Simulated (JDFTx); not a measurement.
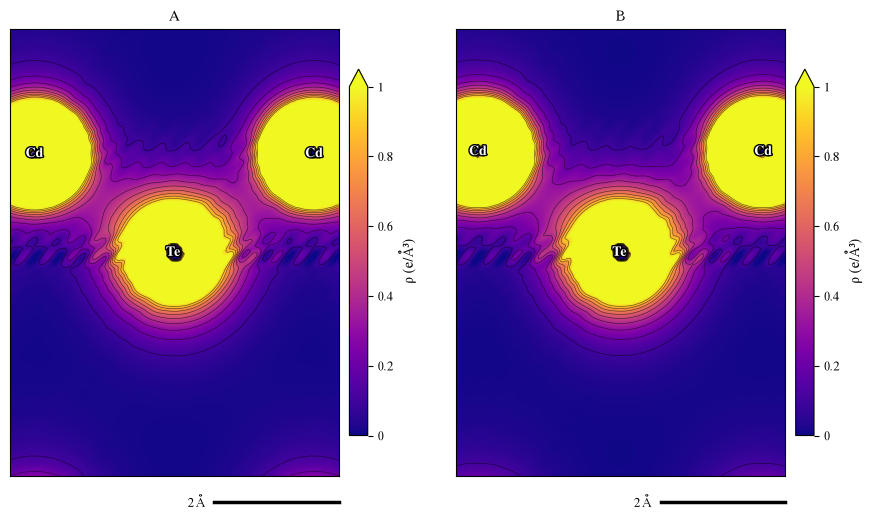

CdTe. The valence pseudo-density of two cells that differ in size, on the (101̄) plane of each (indices in the axes of the calculation cell), at one length scale and on one colour scale: B has 34.2 Å³ an atom and A 32.3.

Space group F-43m.

Theory: JDFTx, Kohn-Sham DFT of a periodic cell, PBEsol, PseudoDojo-SR-PBEsol-0.4.1-standard.

The larger cell:

```cif
data_structure
_symmetry_space_group_name_H-M 'P 1'
_symmetry_Int_Tables_number 1
_cell_length_a 4.5922
_cell_length_b 4.5922
_cell_length_c 4.5922
_cell_angle_alpha 60.000
_cell_angle_beta 60.000
_cell_angle_gamma 60.000
_cell_volume 68.48
loop_
_atom_site_label
_atom_site_type_symbol
_atom_site_fract_x
_atom_site_fract_y
_atom_site_fract_z
_atom_site_occupancy
Te1 Te 0.75000 0.75000 0.75000 1
Cd1 Cd 0.00000 0.00000 0.00000 1
```

The smaller cell: a = 4.502 Å, b = 4.502 Å, c = 4.502 Å, α = 60.00°, β = 60.00°, γ = 60.00°.

**What changes from the larger cell to the smaller?**

From the larger cell to the smaller, Cd–Te goes from 2.81 to 2.76 Å, and the density at its midpoint from 0.35 to 0.38 e/Å³; the pressure goes from −0.1 to 2.8 GPa; the Kohn–Sham gap goes from 0.64 eV to 0.82 eV.
